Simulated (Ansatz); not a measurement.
Single-point calculation, with input and output: GaP (part 2 of 2)

GaP (slab, 24 atoms in the cell); DFT PBE+D3(BJ), scalar-relativistic, plane waves, PAW, no spin polarisation (Ansatz 0.2.0); cutoff 420 eV, 3×3×1 k-mesh, Gaussian smearing of 0.05 eV. The structure derives from an entry of the Crystallography Open Database. It belongs to a series of runs on one base structure; here: the slab at its places in the relaxed adsorbed structure.

Geometry of the input (Å; fractional positions):
```
7.7016  0.0000  0.0000
-3.8508  6.6698  0.0000
0.0000  0.0000  25.0743
P  0.5000  0.0000  0.3191
P  0.5000  0.5000  0.3191
P  0.0000  0.0000  0.3191
P  0.0000  0.5000  0.3191
Ga 0.1667  0.8333  0.3504
Ga 0.1667  0.3333  0.3504
Ga 0.6667  0.8333  0.3504
Ga 0.6667  0.3333  0.3504
P  0.6667  0.8333  0.4444
P  0.6667  0.3333  0.4444
P  0.1667  0.8333  0.4444
P  0.1667  0.3333  0.4444
Ga 0.3341  0.6663  0.4750
Ga 0.3341  0.1673  0.4738
Ga 0.8316  0.6662  0.4760
Ga 0.8332  0.1667  0.4735
P  0.8067  0.6575  0.5750
P  0.8345  0.1679  0.5729
P  0.3450  0.6524  0.5735
P  0.3491  0.1930  0.5701
Ga 0.4956  0.4925  0.6348
Ga 0.4858  -0.0073  0.5830
Ga 0.0053  0.5166  0.5841
Ga 0.0127  -0.0028  0.5902
```

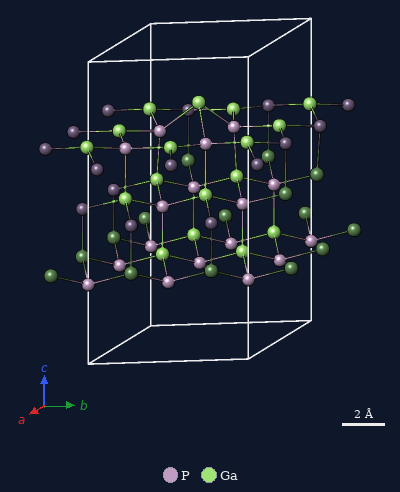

The input geometry (ball-and-stick view of the cell of the calculation, with the vacuum cut short, seen slightly off an axis; neighbours outside the cell are drawn fainter). An atom can appear more than once, as a periodic image.

Log, continued:
```
SCF iter   1: F=—  HF=-54472.435681 eV  |F-HF|=—  |Δ(HF+E_count)|=         —  Δρ=2.37e-3  dr2=4.13e-1  ethr=1.77e-3  p=0.677 e·Å  D=9.51e-2 V/Å  ΔV_dip=-2.39 eV  dr2_dipole=1.21e-1  V_vac-E_F(+/−)=3.81/6.20 eV  ⟨swp⟩=9.0  Hψ=3396  notcnv=0  defer=37
efield: sawtooth ramp at fractional position 0.9569 (placed from the atoms, in the widest stretch of the axis that holds none; the zero of the levels goes with the place), width 0.0400; the density the first Hamiltonian is built on has a dipole p = 0.677 e·Å; the dipole correction subtracts the counter field D = 9.51e-2 V/Å, which shifts the + side's vacuum level by -2.39 eV against the − side's; the planar-averaged density in the ramp window peaks in size at 7.3e-6 e/Å³
preconditioner: auto → LDOS  [metal: Δε(μ)=0.026 eV  Ē_g=13.296 eV  σ=0.050 eV  W_gap=0.28  n_scr=190 (ndim 8)  ℏωp=15.2 eV  f_vac=0.578  D(μ)=30.83/eV (n_scr^D=214)  β→1.0]
SCF iter   2: F=—  HF=-54472.413764 eV  |F-HF|=—  |Δ(HF+E_count)|=   2.19e-2  Δρ=2.11e-3  dr2=1.67e-1  ethr=1.91e-4  p=0.657 e·Å  D=9.23e-2 V/Å  ΔV_dip=-2.31 eV  dr2_dipole=8.94e-3  V_vac-E_F(+/−)=3.90/6.21 eV  ⟨swp⟩=3.2  Hψ=1348  notcnv=0  defer=92
SCF iter   3: F=—  HF=-54472.387449 eV  |F-HF|=—  |Δ(HF+E_count)|=   2.63e-2  Δρ=8.92e-4  dr2=7.48e-2  ethr=7.72e-5  p=0.664 e·Å  D=9.33e-2 V/Å  ΔV_dip=-2.34 eV  dr2_dipole=2.60e-2  V_vac-E_F(+/−)=3.87/6.21 eV  ⟨swp⟩=2.8  Hψ=1140  notcnv=0  defer=92
SCF iter   4: F=—  HF=-54472.383942 eV  |F-HF|=—  |Δ(HF+E_count)|=   3.51e-3  Δρ=6.30e-4  dr2=2.86e-2  ethr=3.47e-5  p=0.651 e·Å  D=9.14e-2 V/Å  ΔV_dip=-2.29 eV  dr2_dipole=1.12e-2  V_vac-E_F(+/−)=3.90/6.19 eV  ⟨swp⟩=1.0  Hψ=568  notcnv=0  defer=92
SCF iter   5: F=—  HF=-54472.381608 eV  |F-HF|=—  |Δ(HF+E_count)|=   2.33e-3  Δρ=3.14e-4  dr2=5.92e-3  ethr=1.32e-5  p=0.639 e·Å  D=8.98e-2 V/Å  ΔV_dip=-2.25 eV  dr2_dipole=2.26e-3  V_vac-E_F(+/−)=3.93/6.18 eV  ⟨swp⟩=2.0  Hψ=1107  notcnv=0  defer=92
SCF iter   6: F=—  HF=-54472.381125 eV  |F-HF|=—  |Δ(HF+E_count)|=   4.84e-4  Δρ=1.68e-4  dr2=2.02e-3  ethr=2.74e-6  p=0.634 e·Å  D=8.91e-2 V/Å  ΔV_dip=-2.23 eV  dr2_dipole=6.13e-4  V_vac-E_F(+/−)=3.94/6.18 eV  ⟨swp⟩=2.6  Hψ=1103  notcnv=0  defer=92
SCF iter   7: F=—  HF=-54472.381103 eV  |F-HF|=—  |Δ(HF+E_count)|=   2.12e-5  Δρ=1.09e-4  dr2=9.15e-4  ethr=9.34e-7  p=0.631 e·Å  D=8.87e-2 V/Å  ΔV_dip=-2.22 eV  dr2_dipole=1.55e-4  V_vac-E_F(+/−)=3.95/6.17 eV  ⟨swp⟩=2.0  Hψ=603  notcnv=0  defer=92
SCF iter   8: F=—  HF=-54472.381060 eV  |F-HF|=—  |Δ(HF+E_count)|=   4.31e-5  Δρ=7.82e-5  dr2=4.87e-4  ethr=4.24e-7  p=0.630 e·Å  D=8.86e-2 V/Å  ΔV_dip=-2.22 eV  dr2_dipole=6.33e-5  V_vac-E_F(+/−)=3.95/6.17 eV  ⟨swp⟩=1.0  Hψ=568  notcnv=0  defer=92
SCF iter   9: F=—  HF=-54472.381051 eV  |F-HF|=—  |Δ(HF+E_count)|=   9.02e-6  Δρ=5.37e-5  dr2=1.50e-4  ethr=2.25e-7  p=0.631 e·Å  D=8.86e-2 V/Å  ΔV_dip=-2.22 eV  dr2_dipole=1.09e-5  V_vac-E_F(+/−)=3.95/6.17 eV  ⟨swp⟩=2.0  Hψ=1111  notcnv=0  defer=92
SCF iter  10: F=—  HF=-54472.381035 eV  |F-HF|=—  |Δ(HF+E_count)|=   1.59e-5  Δρ=3.41e-5  dr2=5.93e-5  ethr=6.96e-8  p=0.630 e·Å  D=8.86e-2 V/Å  ΔV_dip=-2.22 eV  dr2_dipole=4.26e-6  V_vac-E_F(+/−)=3.95/6.17 eV  ⟨swp⟩=2.0  Hψ=1110  notcnv=0  defer=92
SCF iter  11: F=—  HF=-54472.380946 eV  |F-HF|=—  |Δ(HF+E_count)|=   8.90e-5  Δρ=2.31e-5  dr2=2.92e-5  ethr=2.74e-8  p=0.630 e·Å  D=8.85e-2 V/Å  ΔV_dip=-2.22 eV  dr2_dipole=1.40e-6  V_vac-E_F(+/−)=3.95/6.17 eV  ⟨swp⟩=2.0  Hψ=701  notcnv=0  defer=92
SCF iter  12: F=—  HF=-54472.380943 eV  |F-HF|=—  |Δ(HF+E_count)|=   2.85e-6  Δρ=1.67e-5  dr2=9.97e-6  ethr=1.35e-8  p=0.630 e·Å  D=8.85e-2 V/Å  ΔV_dip=-2.22 eV  dr2_dipole=8.77e-10  V_vac-E_F(+/−)=3.95/6.17 eV  ⟨swp⟩=2.8  Hψ=1081  notcnv=0  defer=92
SCF iter  13: F=—  HF=-54472.380943 eV  |F-HF|=—  |Δ(HF+E_count)|=   2.79e-7  Δρ=1.09e-5  dr2=4.57e-6  ethr=4.62e-9  p=0.630 e·Å  D=8.85e-2 V/Å  ΔV_dip=-2.22 eV  dr2_dipole=1.18e-7  V_vac-E_F(+/−)=3.95/6.17 eV  ⟨swp⟩=3.0  Hψ=1064  notcnv=0  defer=92
SCF iter  14: F=—  HF=-54472.380943 eV  |F-HF|=—  |Δ(HF+E_count)|=   1.27e-7  Δρ=5.91e-6  dr2=1.31e-6  ethr=2.12e-9  p=0.630 e·Å  D=8.85e-2 V/Å  ΔV_dip=-2.22 eV  dr2_dipole=4.55e-8  V_vac-E_F(+/−)=3.95/6.17 eV  ⟨swp⟩=2.8  Hψ=1057  notcnv=0  defer=92
SCF iter  15: F=—  HF=-54472.380943 eV  |F-HF|=—  |Δ(HF+E_count)|=   3.64e-8  Δρ=3.72e-6  dr2=5.08e-7  ethr=6.04e-10  p=0.630 e·Å  D=8.85e-2 V/Å  ΔV_dip=-2.22 eV  dr2_dipole=4.19e-8  V_vac-E_F(+/−)=3.95/6.17 eV  ⟨swp⟩=2.0  Hψ=1108  notcnv=0  defer=92
SCF iter  16: F=—  HF=-54472.380943 eV  |F-HF|=—  |Δ(HF+E_count)|=   5.60e-8  Δρ=2.25e-6  dr2=1.75e-7  ethr=2.35e-10  p=0.630 e·Å  D=8.85e-2 V/Å  ΔV_dip=-2.22 eV  dr2_dipole=3.56e-9  V_vac-E_F(+/−)=3.95/6.17 eV  ⟨swp⟩=2.0  Hψ=1109  notcnv=0  defer=92
SCF iter  17: F=-54472.380943 eV  HF=-54472.380943 eV  |F-HF|=1.54e-8  |Δ(HF+E_count)|=   4.90e-9  Δρ=1.37e-6  dr2=6.89e-8  ethr=4.63e-11  p=0.630 e·Å  D=8.85e-2 V/Å  ΔV_dip=-2.22 eV  dr2_dipole=2.07e-9  V_vac-E_F(+/−)=3.95/6.17 eV  ⟨swp⟩=15.4  Hψ=3838  notcnv=0
SCF 1 converged in 17 iterations: F = -54472.380943 eV  dr2 = 6.89e-8
  greatest PAW one-centre occupation: 0.995 electrons in one spin orbital (limit 2), on the Ga atom at site 20 (counted from 0), in its partial waves of l = 2
SCF converged after 17 iterations
Free energy (F): -54472.380943 eV
Harris-Foulkes:  -54472.380943 eV  (|F-HF|=1.54e-8)
Internal energy: -54472.337441 eV  (E = F + TS)
E sigma→0 (E₀):  -54472.359192 eV
Entropy (-TS):   -0.043502 eV (-1.813 meV/atom)
Fermi energy:    -0.383424 eV
Dipole field:    D = 0.088479 V/Å  (p = 0.629795 e·Å, saw-weighted, corrected)
Work function:   Φ+ = 3.9504 eV   Φ− = 6.1689 eV
Levels:          The Fermi level and band energies are counted from a zero that moves with the ramp; work functions are not
--- Per-component energies (eV) ---
  E_band       = -2321.716100
  E_kinetic    = 2219.244501
  E_local      = -166385.110476  (includes V_loc(G=0)·N_el)
  E_nonlocal   = 5496.479319
  E_hartree    = 81381.598898
  E_xc         = -1561.303363
  E_vxc        = -1416.237799  (∫ρ·V_xc dr)
  E_paw        = -30686.477280  (= ΣΔE_a)
  E_vpaw       = -5004.437574  (= ΣTr[D̂ρ^β])
  E_aug_tail   = -0.001306  (compensation charges beyond the density's cutoff)
  E_efield     = 0.027862  (sawtooth field / dipole correction)
  E_vefield    = 5.129917  (∫n·V_field dr)
  E_ewald      = 55069.073545
  E_disp       = -5.869141  (pairwise vdW)
  E_smearing   = -0.043502  (= −TS)
  E_closure    = 0.000000  (closes the sum)
  Σ components = -54472.380943   (vs F -54472.380943, Δ=0.00e0)
--- Forces (eV/Å), atoms counted from 1 ---
  atom   1  P      0.02938383     0.03290747     0.12798070
  atom   2  P      0.01343702    -0.00578383     0.20167526
  atom   3  P     -0.02530431     0.01721438     0.11267417
  atom   4  P     -0.00870488    -0.04302571     0.11910368
  atom   5  Ga    -0.00977680    -0.00692053    -0.56775619
  atom   6  Ga    -0.04038482    -0.02318921    -0.62362201
  atom   7  Ga     0.00797411     0.04269660    -0.61038799
  atom   8  Ga     0.04208624    -0.01228774    -0.66648883
  atom   9  P      0.02359210    -0.07787095     0.48591334
  atom  10  P      0.00676611     0.13589004     0.48698134
  atom  11  P     -0.05992535    -0.11833595     0.54831894
  atom  12  P      0.01536640     0.06174801     0.39879113
  atom  13  Ga    -0.01393909     0.00749796     0.02430526
  atom  14  Ga    -0.08955498    -0.05953995    -0.07756208
  atom  15  Ga     0.03572334     0.08769309    -0.00582043
  atom  16  Ga     0.06520511    -0.03979122     0.03231118
  atom  17  P      0.03135378     0.12651498    -0.06573497
  atom  18  P      0.14081672    -0.04408258     0.09720816
  atom  19  P     -0.01286270     0.00678387    -0.04109107
  atom  20  P     -0.15328291     0.05038835     0.32136529
  atom  21  Ga    -0.00957297    -0.00656938     0.21096145
  atom  22  Ga     0.03480234    -0.06975371    -0.02604633
  atom  23  Ga     0.03622277     0.01818609    -0.05640436
  atom  24  Ga    -0.05941746    -0.08037269    -0.42668219
  max |Σ_I F_I| component: 6.57e-6 eV/Å
--- Band table (eV; the first three rows and the last of 5) ---
  k-point 0: bands = ["-16.0778", "-16.0353", "-16.0106", "-15.9950", "-15.9537", "-15.9511", "-15.9369", "-15.9332", "-15.9140", "-15.9099", "-15.9001", "-15.8919", "-15.8705", "-15.8476", "-15.8063", "-15.3285", "-15.3268", "-15.3203", "-15.2754", "-15.2379", "-15.2268", "-15.2263", "-15.2107", "-15.2079", "-15.1923", "-15.1874", "-15.1802", "-15.1741", "-15.1702", "-15.1401", "-15.1279", "-15.1240", "-15.1115", "-15.1077", "-15.0947", "-14.7019", "-14.6989", "-14.6532", "-14.6492", "-14.6229", "-14.4336", "-14.4114", "-14.4096", "-14.4090", "-14.3617", "-14.3578", "-14.3551", "-14.3237", "-14.3225", "-14.3056", "-14.3032", "-14.3008", "-14.2691", "-14.2678", "-14.2630", "-14.2508", "-14.2494", "-14.2274", "-14.2246", "-14.2222", "-12.9903", "-12.0834", "-11.1857", "-11.1367", "-11.1263", "-10.7700", "-10.6131", "-10.5982", "-10.5435", "-9.2276", "-9.1957", "-9.1890", "-7.7011", "-7.6557", "-7.1398", "-7.0932", "-7.0631", "-7.0289", "-6.2202", "-6.1570", "-6.1505", "-6.0848", "-4.1096", "-3.6428", "-3.5158", "-3.4726", "-3.3952", "-3.2403", "-3.1851", "-3.0031", "-2.8939", "-2.8744", "-2.6018", "-2.4986", "-2.4868", "-1.7959", "-1.7652", "-1.7192", "-1.3624", "-1.3611", "-1.3542", "-1.1966", "-1.1915", "-0.7958", "-0.6716", "-0.6567", "-0.4253", "-0.0063", "-0.0058", "0.1460", "0.2812", "0.4315", "0.6895", "0.7251", "0.9390", "1.4126", "1.6387", "1.7032", "1.7466", "2.0660", "2.2283", "2.2472", "2.2638", "2.4909", "2.9019", "3.0494", "3.1116", "3.4379", "3.4696", "3.5257", "3.8449", "3.8527"]
  k-point 1: bands = ["-16.0681", "-16.0436", "-15.9990", "-15.9914", "-15.9573", "-15.9500", "-15.9409", "-15.9293", "-15.9169", "-15.9102", "-15.9029", "-15.8926", "-15.8716", "-15.8484", "-15.8118", "-15.3229", "-15.3201", "-15.3156", "-15.2683", "-15.2421", "-15.2288", "-15.2241", "-15.2126", "-15.2030", "-15.1955", "-15.1924", "-15.1801", "-15.1779", "-15.1726", "-15.1351", "-15.1268", "-15.1235", "-15.1183", "-15.1117", "-15.1013", "-14.7020", "-14.6993", "-14.6531", "-14.6492", "-14.6229", "-14.4241", "-14.4092", "-14.4037", "-14.4015", "-14.3627", "-14.3578", "-14.3543", "-14.3351", "-14.3183", "-14.3096", "-14.3059", "-14.3039", "-14.2655", "-14.2643", "-14.2574", "-14.2527", "-14.2471", "-14.2352", "-14.2319", "-14.2286", "-12.6950", "-11.8713", "-11.7886", "-11.2401", "-11.2139", "-11.0547", "-10.6004", "-10.5623", "-10.4787", "-9.7291", "-9.2189", "-9.1937", "-7.4140", "-7.1800", "-6.8407", "-6.8110", "-6.6650", "-6.1534", "-5.9998", "-5.8106", "-5.7862", "-4.9621", "-4.4137", "-4.3384", "-4.1281", "-3.9263", "-3.6717", "-3.6434", "-3.4371", "-3.4260", "-3.2592", "-3.0472", "-3.0325", "-2.6852", "-2.6750", "-2.5905", "-2.3299", "-2.2337", "-2.2015", "-2.1292", "-1.7895", "-1.5926", "-1.2740", "-1.0875", "-0.6303", "-0.5075", "-0.4703", "-0.4285", "-0.3888", "0.4315", "0.6452", "1.0104", "1.1251", "1.5608", "1.9598", "2.0155", "2.2396", "2.3903", "2.4861", "2.5496", "2.8358", "2.9564", "3.2583", "3.4287", "3.5539", "3.6188", "3.6554", "3.7011", "3.8666", "3.9389", "4.0094", "4.1794"]
  k-point 2: bands = ["-16.0674", "-16.0440", "-16.0004", "-15.9894", "-15.9566", "-15.9526", "-15.9401", "-15.9282", "-15.9170", "-15.9100", "-15.9038", "-15.8929", "-15.8715", "-15.8483", "-15.8116", "-15.3227", "-15.3192", "-15.3161", "-15.2690", "-15.2411", "-15.2319", "-15.2230", "-15.2116", "-15.2045", "-15.1937", "-15.1918", "-15.1809", "-15.1770", "-15.1734", "-15.1353", "-15.1280", "-15.1221", "-15.1179", "-15.1118", "-15.1017", "-14.7021", "-14.6992", "-14.6531", "-14.6492", "-14.6229", "-14.4239", "-14.4100", "-14.4031", "-14.4016", "-14.3624", "-14.3586", "-14.3539", "-14.3355", "-14.3174", "-14.3095", "-14.3061", "-14.3042", "-14.2650", "-14.2641", "-14.2581", "-14.2538", "-14.2458", "-14.2346", "-14.2317", "-14.2294", "-12.6915", "-11.8875", "-11.7798", "-11.2527", "-11.1996", "-11.0551", "-10.5891", "-10.5701", "-10.4800", "-9.7293", "-9.2159", "-9.1964", "-7.4125", "-7.1698", "-6.8419", "-6.8148", "-6.6641", "-6.1543", "-6.0007", "-5.8132", "-5.7831", "-4.9606", "-4.4132", "-4.3543", "-4.1503", "-3.9018", "-3.6747", "-3.6395", "-3.4645", "-3.4130", "-3.2574", "-3.0383", "-3.0236", "-2.6883", "-2.6757", "-2.5888", "-2.3524", "-2.2232", "-2.2037", "-2.1211", "-1.7891", "-1.5920", "-1.2723", "-1.0876", "-0.6382", "-0.5037", "-0.4687", "-0.4282", "-0.3843", "0.4275", "0.6440", "1.0238", "1.1287", "1.5649", "1.9705", "2.0199", "2.2365", "2.4130", "2.4700", "2.5573", "2.8226", "2.9556", "3.2416", "3.4344", "3.5506", "3.6210", "3.6370", "3.7017", "3.8631", "3.9569", "4.0380", "4.1770"]
  k-point 4: bands = ["-16.0731", "-16.0338", "-16.0081", "-15.9902", "-15.9551", "-15.9506", "-15.9372", "-15.9321", "-15.9162", "-15.9141", "-15.8997", "-15.8919", "-15.8656", "-15.8526", "-15.8135", "-15.3216", "-15.3201", "-15.3163", "-15.2691", "-15.2425", "-15.2309", "-15.2235", "-15.2103", "-15.2057", "-15.1928", "-15.1906", "-15.1814", "-15.1768", "-15.1742", "-15.1362", "-15.1299", "-15.1198", "-15.1148", "-15.1137", "-15.1027", "-14.7023", "-14.6990", "-14.6531", "-14.6492", "-14.6229", "-14.4236", "-14.4108", "-14.4022", "-14.4019", "-14.3615", "-14.3597", "-14.3536", "-14.3359", "-14.3166", "-14.3087", "-14.3074", "-14.3041", "-14.2650", "-14.2633", "-14.2589", "-14.2546", "-14.2450", "-14.2342", "-14.2314", "-14.2301", "-12.6942", "-11.8852", "-11.7782", "-11.2439", "-11.2074", "-11.0563", "-10.5868", "-10.5730", "-10.4788", "-9.7295", "-9.2140", "-9.1982", "-7.4385", "-7.1373", "-6.8516", "-6.7956", "-6.6698", "-6.2073", "-5.9636", "-5.8086", "-5.7884", "-4.9612", "-4.4363", "-4.3580", "-4.1162", "-3.8967", "-3.6849", "-3.6472", "-3.4803", "-3.3833", "-3.2540", "-3.0567", "-3.0367", "-2.6794", "-2.6652", "-2.5957", "-2.3514", "-2.2089", "-2.1867", "-2.1281", "-1.7943", "-1.5894", "-1.2632", "-1.0874", "-0.6163", "-0.5153", "-0.4710", "-0.4282", "-0.3904", "0.4609", "0.6146", "1.0029", "1.1302", "1.5809", "1.9292", "2.0142", "2.2512", "2.3662", "2.4714", "2.5594", "2.8398", "2.9738", "3.2589", "3.4522", "3.5481", "3.5889", "3.6580", "3.6798", "3.8693", "3.9676", "4.0301", "4.1920"]
```

Results in brief:

| quantity | value |
| --- | --- |
| outcome | converged |
| electrons treated | 216 |
| free energy | −54472.3809 eV |
| work function, top face | 3.95 eV |
| work function, bottom face | 6.17 eV |
| Fermi energy | −0.383 eV |
| gap on the k-point mesh | none (metallic) |
| work function (upper face) | 3.95 eV |
| largest force (length of the vector) | 0.668 eV/Å |
| hardware | 4 threads of Arm Neoverse V1, 24 GiB of memory available, shared host |
| wall time | 46 s (CPU time 3 min) |
| peak memory | 3.1 GiB |
